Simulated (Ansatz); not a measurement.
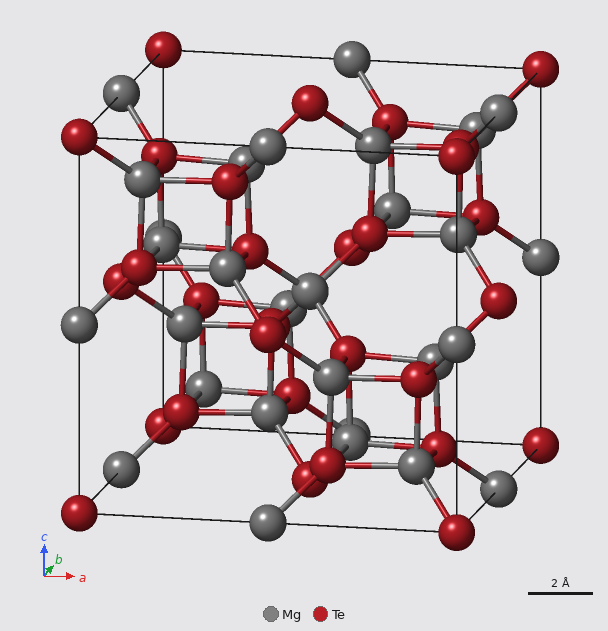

Structure drawing (ball-and-stick), viewed slightly off an axis. The conventional unit cell is drawn as a box. Cell: a = 12.18 Å, b = 12.18 Å, c = 12.18 Å, α = 90.00°, β = 90.00°, γ = 90.00°.

The structure comes from a structure type filled with these elements by a generator (whether the compound takes this form wasn't checked). Earlier steps of the study may have refined or changed the cell and positions. It went into a calculation with Ansatz.

Question: Explain the picture.

Answer: It has the composition MgTe. Its lattice is face-centred cubic, its space group F-43m (No. 216). Content of the cell: 20 Mg, 20 Te (Z = 20). Mg bonds to four Te at about 2.7 to 2.9 Å. Te is coordinated by four Mg at about 2.7 to 2.9 Å. The bonds build a three-dimensional framework.

Method used: DFT PBE, scalar-relativistic, plane waves, PAW (Ansatz). It ran with plane-wave cutoff 420 eV, k-points about 0.22 Å⁻¹ apart, Gaussian smearing of 0.02 eV, no spin polarisation.

Question: What does the calculation say: metal or gapped?

Answer: A semiconductor at this level, with a gap of 2.22 eV, direct.

Question: List the Bader charges.

Answer: Mg +1.54 e; Te -1.54 e.

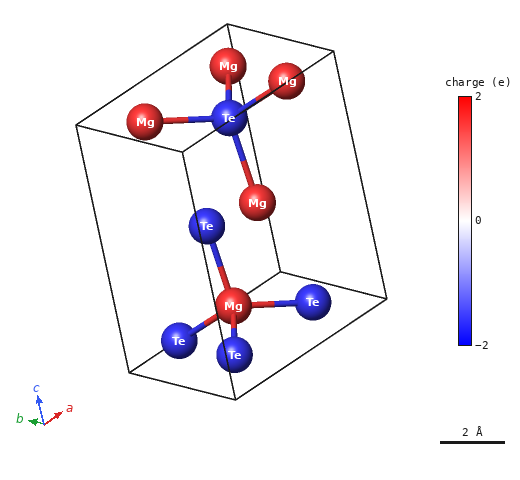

The atoms coloured by those charges. The run's cell of 10 atoms is drawn, so axes and origin can differ from the first picture.

Question: Are forces and stress small enough to call this relaxed?

Answer: Yes. The largest force is 0.01 eV/Å. The pressure is 0.0 GPa, close to zero.
